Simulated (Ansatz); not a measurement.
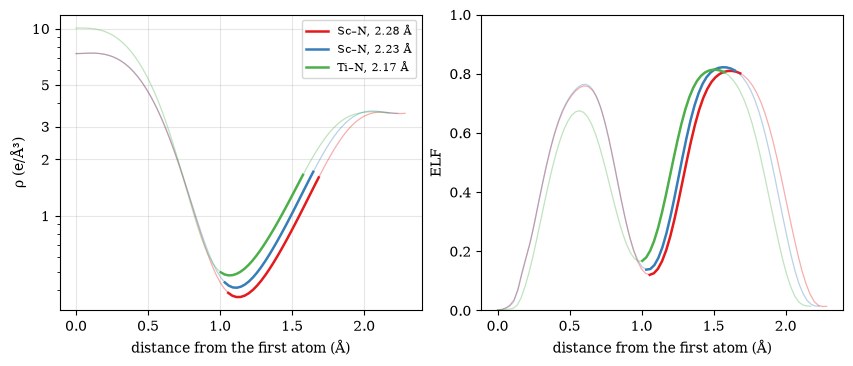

The picture shows: Sc7TiN8. Valence charge density (pseudo) and electron localisation function along straight lines between neighbouring atoms. Thin, pale parts lie inside the atomic spheres.

Space group R3m; a generated structure, not necessarily the stable one; computed without spin polarisation.

The calculation used DFT PBE, scalar-relativistic, plane waves, PAW in Ansatz.

The density is the valence pseudo-density of a PAW calculation; it isn't the true density close to the nuclei.

Compare the contacts.

Sc–N (2.28 Å): ρ at the midpoint is about 0.37 e/Å³; the ELF peaks at about 0.80 in the valence shell of N, 0.7 Å from its nucleus, and is about 0.15 at the midpoint; no shared electron pair shows on this line.
Sc–N (2.23 Å): ρ at the midpoint is about 0.41 e/Å³; the ELF peaks at about 0.80 in the valence shell of N, 0.7 Å from its nucleus, and is about 0.20 at the midpoint: no shared electron pair shows on this line.
Ti–N (2.17 Å): ρ is about 0.48 e/Å³ halfway; the ELF peaks at about 0.80 in the valence shell of N, 0.7 Å from its nucleus, and is about 0.25 at the midpoint; no localised pair shows between them.
